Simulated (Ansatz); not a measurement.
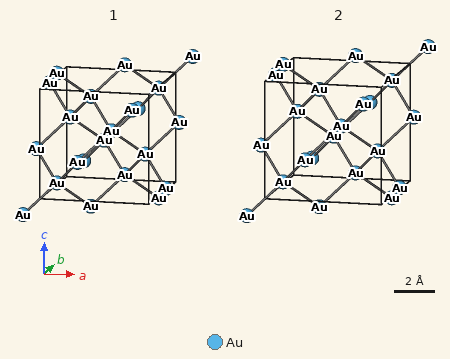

Two geometries of solid Au (a generated structure, set up in Fd-3m), drawn at one scale. One is the start of a relaxation, the other its converged end. The picture is a ball-and-stick view of the conventional cell (4 times the calculation's cell), seen slightly off an axis. Lengths and directions refer to the drawn axes.

All numbers below come from DFT, r2SCAN, plane waves (500 eV) with PAW, scalar-relativistic in Ansatz. Settings: plane-wave cutoff 500 eV; k-point mesh 10 × 10 × 10; occupations fermi dirac; smearing width 0.1 eV; no spin polarisation; cell and atoms relaxed; force threshold 0.01 eV/Å; at most 60 steps.

Q: Which one is relaxed?

A: Structure 2 is the relaxed one. Phase: diamond. Over 4 accepted moves (5 points after the start) the energy falls by 298 meV per atom. All forces vanish by symmetry, so only the cell relaxes. Pressure: 23.19 GPa at the start and 0.05 GPa at the end. The SCF was repeated once at an unchanged geometry on a basis and grid sized afresh for the cell, which shifted the energy by 2.7 meV per atom at most. The atoms keep their places relative to the cell (all moves are under 0.005 Å). The volume changes by +22.3 %, with a = b = c 5.679 → 6.073 Å (+6.9 %). Near-neighbour distances that change, for instance: Au–Au 2.459 → 2.630 Å. The space group stays Fd-3m (No. 227).
